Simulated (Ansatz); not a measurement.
# A series of single points on NiSi₂

System: NiSi₂ (Immm, 3 atoms in the cell).
Method: DFT PBEsol, scalar-relativistic, plane waves, PAW, no spin polarisation (Ansatz 0.2.0).

The 6 runs differ only in the geometry, by a strain of the cell at fixed fractional positions. Against run 4, the strain is εyy = −0.05 η, εyz = η and εzz = −0.05 η. The structure derives from an entry of the Crystallography Open Database.

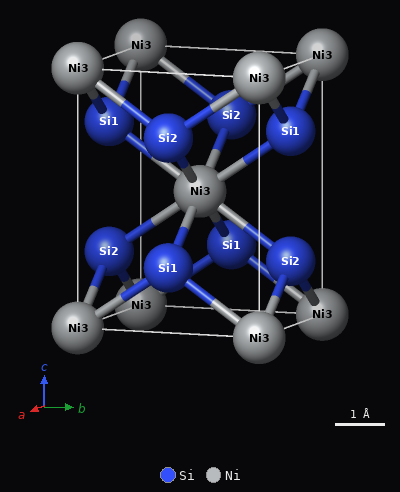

Figure 1. The structure of run 4 (ball-and-stick view of the cell 2 times as large as that of the calculation, set on its symmetry axes, seen slightly off an axis; atoms are numbered from 1 in the order of the input).

## Input of run 4
```yaml
crystal:
  lattice:
    - [0.0, 2.8219986272, 2.8219986272]
    - [2.6957048548, 0.1262937724, 2.6957048548]
    - [2.6957048548, 2.6957048548, 0.1262937724]
  atoms:
    - { symbol: Si, position: [0.25, 0.25, 0.25] }
    - { symbol: Si, position: [0.75, 0.75, 0.75] }
    - { symbol: Ni, position: [0.0, 0.0, 0.0] }
basis:
  ecutwfc: 420
kpoints:
  mp_grid: { grid: [16, 16, 16] }
hamiltonian:
  xc: pbesol
scf:
  occupations: { method: gaussian, width: 0.15 }
output:
  forces: true
  stress: true
  eigenvalues: true
```

Command:
```bash
ansatz run input.yaml --threads 1 --pin off --max-ram 2560MiB --backend cpu --events-out ev --progress --plain --runs-dir out
```

Lattice vectors (Å) and fractional positions of run 4:
```
   0.000000    2.821999    2.821999
   2.695705    0.126294    2.695705
   2.695705    2.695705    0.126294
Si  0.250000  0.250000  0.250000
Si  0.750000  0.750000  0.750000
Ni  0.000000  0.000000  0.000000
```

Run 5 differs from it as follows:
```diff
-    - [0.0, 2.8219986272, 2.8219986272]
-    - [2.6957048548, 0.1262937724, 2.6957048548]
-    - [2.6957048548, 2.6957048548, 0.1262937724]
+    - [0.0, 2.8473382529, 2.8473382529]
+    - [2.6957048548, 0.1516333981, 2.6957048548]
+    - [2.6957048548, 2.6957048548, 0.1516333981]
```

## Results, with one run withheld

```tsv
run	strain parameter η (%)	free energy per atom, from the lowest run given (meV)	pressure (GPa)
1	−12.2118	106.21	4.04
2	−3.7582	0.00	−0.05
3	−1.8791	13.61	0.51
4	0.0000	40.64	1.52
5	0.9421	?	?
6	1.8791	80.98	3.07
```

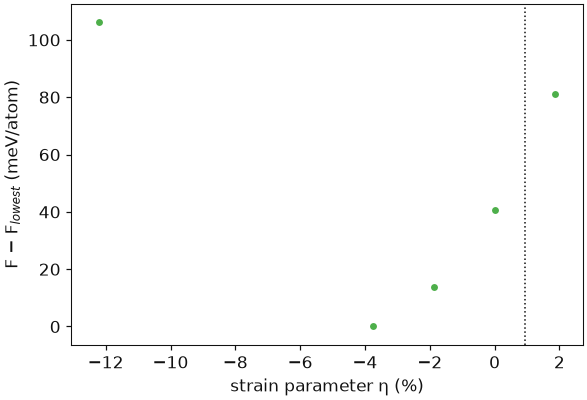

Figure 2. Free energy per atom of the runs given; the dotted line marks run 5.

Estimate the energy of run 5 from the others.

A cubic polynomial in the coordinate, fitted to the 5 runs given, misses them by at most 0.01 meV per atom. With x = η + 3.1940, it reads F = 2.6752 + 5.8212 x + 1.9036 x² − 0.0016688 x³ (meV per atom). At run 5 it gives 59.20 meV per atom, and the run itself gives 59.22. The fit has its minimum at η = −4.7199 %.

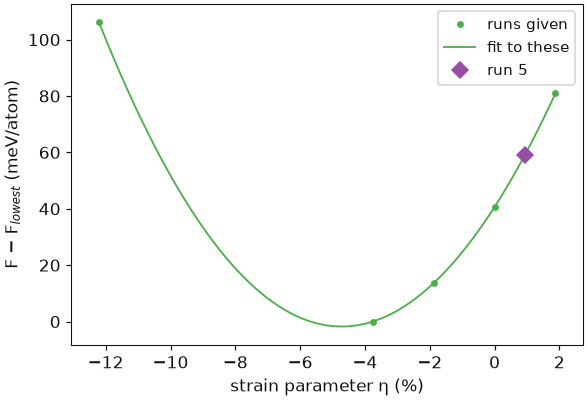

Figure 3. The fit and the withheld run.

## Output, shortened to warnings, some set-up lines, iterations and results (run 5)
```
Basis set: ecut = 420 eV, 777 PW (Γ), exchange–correlation on 54×54×54 points (8 copies of the dense FFT grid, shifted against one another)
Symmetry: 8 space group operations
k-points: 621 of 4096
Initial density: superposition of atomic densities (neutral atoms: chi_scale 0, normalization atom), corrected by the library's trained network
[...]
SCF iter   1: F=—  HF=-7049.150464 eV  |F-HF|=—  |Δ(HF+E_count)|=         —  Δρ=2.16e-2  dr2=1.09e-1  ethr=1.77e-3  ⟨swp⟩=5.0  Hψ=53677  notcnv=0
SCF iter   2: F=—  HF=-7049.138344 eV  |F-HF|=—  |Δ(HF+E_count)|=   1.21e-2  Δρ=4.43e-3  dr2=5.43e-3  ethr=4.20e-4  ⟨swp⟩=2.0  Hψ=17323  notcnv=0  defer=12
SCF iter   3: F=—  HF=-7049.137667 eV  |F-HF|=—  |Δ(HF+E_count)|=   6.77e-4  Δρ=1.34e-3  dr2=6.28e-4  ethr=2.09e-5  ⟨swp⟩=1.0  Hψ=10538  notcnv=0  defer=12
SCF iter   4: F=—  HF=-7049.137544 eV  |F-HF|=—  |Δ(HF+E_count)|=   1.23e-4  Δρ=2.30e-4  dr2=1.26e-5  ethr=2.42e-6  ⟨swp⟩=2.6  Hψ=15184  notcnv=0  defer=12
SCF iter   5: F=—  HF=-7049.137556 eV  |F-HF|=—  |Δ(HF+E_count)|=   1.22e-5  Δρ=4.85e-5  dr2=1.15e-6  ethr=4.83e-8  ⟨swp⟩=2.4  Hψ=17711  notcnv=0  defer=12
SCF iter   6: F=-7049.137556 eV  HF=-7049.137556 eV  |F-HF|=2.60e-8  |Δ(HF+E_count)|=   1.87e-7  Δρ=1.48e-5  dr2=8.99e-8  ethr=3.85e-10  ⟨swp⟩=3.4  Hψ=45763  notcnv=0
SCF 1 converged in 6 iterations: F = -7049.137556 eV  dr2 = 8.99e-8
SCF converged after 6 iterations
Free energy (F): -7049.137556 eV
Harris-Foulkes:  -7049.137556 eV  (|F-HF|=2.60e-8)
Internal energy: -7049.127162 eV  (E = F + TS)
E sigma→0 (E₀):  -7049.132359 eV
Entropy (-TS):   -0.010394 eV (-3.465 meV/atom)
Fermi energy:    13.281349 eV
--- Per-component energies (eV) ---
  E_band       = -342.283433
  E_kinetic    = 372.043572
  E_local      = -4900.894781  (includes V_loc(G=0)·N_el)
  E_nonlocal   = 680.942188
  E_hartree    = 2118.417799
  E_xc         = -198.712435
  E_vxc        = -209.496951  (∫ρ·V_xc dr)
  E_paw        = -2588.869085  (= ΣΔE_a)
  E_vpaw       = -521.732417  (= ΣTr[D̂ρ^β])
  E_aug_tail   = 0.000500  (compensation charges beyond the density's cutoff)
  E_ewald      = -2532.315330
  E_core_change = 0.260410  (= ΣΔE_core)
  E_smearing   = -0.010394  (= −TS)
  E_closure    = -0.000000  (closes the sum)
  Σ components = -7049.137556   (vs F -7049.137556, Δ=0.00e0)
--- Forces (eV/Å), atoms counted from 1 ---
  atom   1  Si    -0.91336897     0.00000000    -0.00000000
  atom   2  Si     0.91336897    -0.00000000     0.00000000
  atom   3  Ni     0.00000000     0.00000000     0.00000000
  max |Σ_I F_I| component: 2.17e-19 eV/Å
--- Stress (GPa, compression-positive) ---
        0.642112       0.000000      -0.000000
        0.000000       3.028814     -13.031804
       -0.000000     -13.031804       3.028814
  P = ⅓ Tr σ = 2.2332 GPa (22.332 kbar)
```

Notes: The run has no spin polarisation, so a magnetic state may lie lower.
